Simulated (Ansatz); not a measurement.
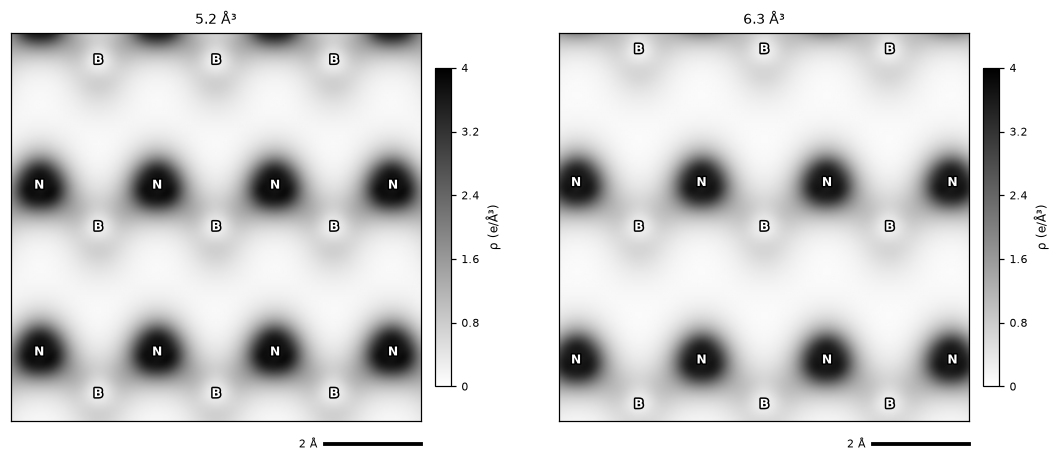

BN. The valence pseudo-density of cells scaled evenly to different volumes (given per atom above each panel), on the (101̄) plane of each (indices in the axes of the cell below), at one length scale and on one colour scale.

All numbers below come from DFT PBE, scalar-relativistic, plane waves, PAW (Ansatz 0.2.0).

The largest cell:

```yaml
crystal:
  lattice:
    - [0.00000, 1.84787, 1.84787]
    - [1.84787, 0.00000, 1.84787]
    - [1.84787, 1.84787, 0.00000]
  atoms:
    - { symbol: B, position: [0.00000, 0.00000, 0.00000] }
    - { symbol: N, position: [0.25000, 0.25000, 0.25000] }
```

| volume (Å³/atom) | B–N contact in the plane (Å) | ρ at its midpoint (e/Å³) | pressure (GPa) | gap on the mesh (eV) | 
| --- | --- | --- | --- | --- |
| 5.24 | 1.504 | 1.618 | 60.0 | 4.59 | 
| 5.60 | 1.537 | ? | ? | ? | 
| 6.31 | 1.600 | 1.329 | −19.4 | 4.40 | 

> Estimate the missing row, and compare with the calculation.

Over the known rows ln ρ falls by 2.05 per Å of B–N distance (the line through the two), which gives 1.512 e/Å³ at 1.537 Å; the calculation gives 1.510 e/Å³. For the pressure, a straight line in volume between the neighbouring rows gives 33.3 GPa; the calculation gives 25.8, lower because pressure rises ever faster on compression. For the gap on the mesh, a straight line in volume between the neighbouring rows gives 4.53 eV; the calculation gives 4.53.
